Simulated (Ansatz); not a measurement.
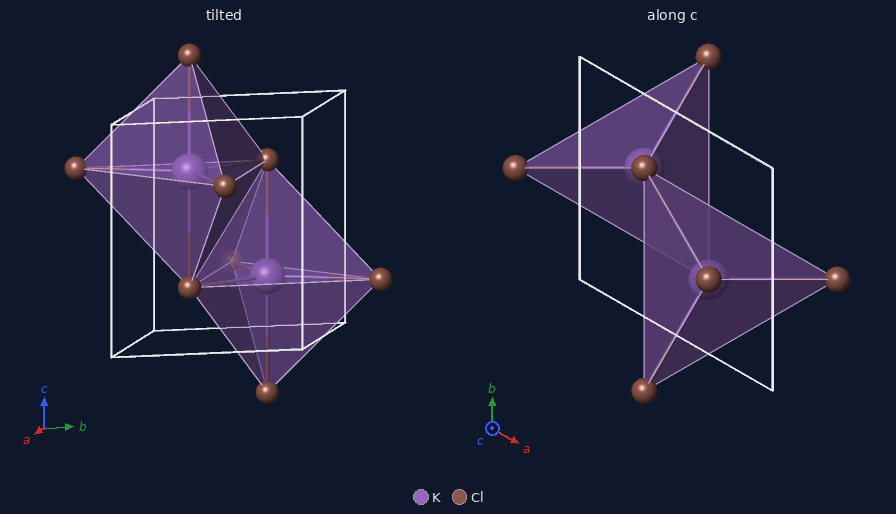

Structure drawing (polyhedral), viewed slightly off an axis and along the c axis. The outline marks the conventional unit cell. Some atoms of the next cells are drawn as well.

KCl, space group P6_3/mmc (No. 194), a = 5.34 Å, b = 5.34 Å, c = 6.24 Å, α = 90.00°, β = 90.00°, γ = 120.00°.

Results below were computed with Ansatz 0.2.0, DFT, HSE06, plane waves, PAW; the settings were plane-wave cutoff 420 eV, 6×6×4 k-points, no spin polarisation.

> What does the calculation say: metal or gapped?

An insulator at this level, with a gap of 6.02 eV, direct.

> What is the pressure at this volume?

The computed pressure is 0.3 GPa (compressed: it would expand).

Provenance: a structure type filled with these elements by a generator (whether the compound takes this form wasn't checked). Earlier steps of the study may have refined or changed the cell and positions. It went into a calculation with Ansatz.
